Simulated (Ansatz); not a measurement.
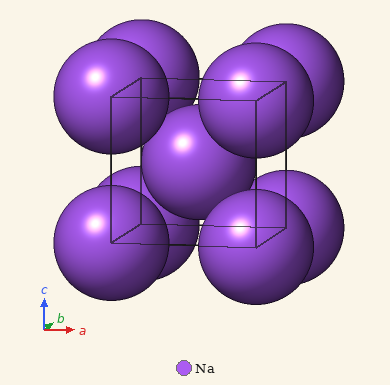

Space-filling drawing of the structure, looking slightly off an axis. One conventional unit cell is outlined, and atoms on its boundary appear in each equivalent place.

Na, body-centred cubic (W type), space group Im-3m (No. 229), a = 4.230 Å, b = 4.230 Å, c = 4.230 Å, α = 90.00°, β = 90.00°, γ = 90.00°. It derives from the standard structure of this element. Earlier steps of the study may have refined or changed the cell and positions. It went into a calculation with Ansatz.

This one geometry was computed with Ansatz (DFT, plane waves, PAW) at three levels of theory: PBEsol, LDA and PBE.

**How does the band gap change with the level of theory?**

All levels give a metal.

**Collect the results in a table.**

| level | cutoff (eV) | k-mesh of the run's cell | gap (eV) | pressure (GPa) |
| --- | --- | --- | --- | --- |
| PBEsol | 600 | 14×14×14 | metal | -0.3 |
| LDA | 600 | 14×14×14 | metal | -0.9 |
| PBE | 420 | 14×14×14 | metal | -0.2 |

Gaps are taken on the k-mesh or band path of each run.
